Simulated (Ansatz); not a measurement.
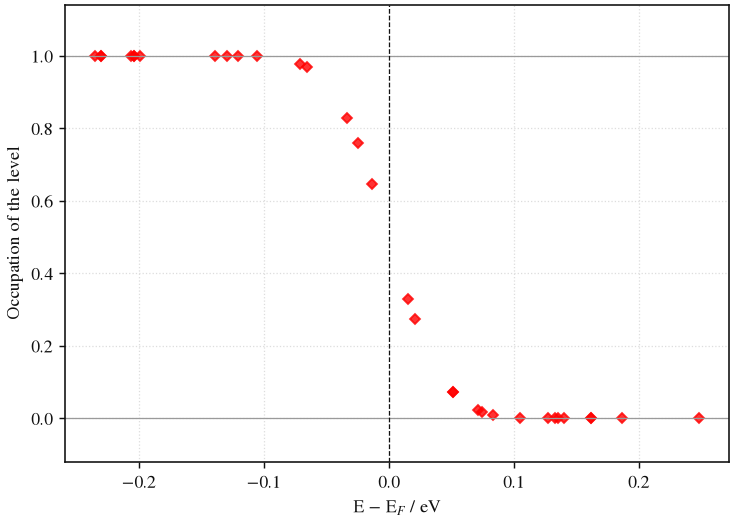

Occupations of the one-electron levels of the k mesh against their energy, from a run on ZrS, space group Fm-3m, 2 atoms in the cell, with Ansatz.

> Name the smearing function and its width.

Gaussian smearing with a width of 0.05 eV. The occupations stay between 0 and 1 and die off fast, as an error function; the slope at the Fermi level is 1/(√π × width).
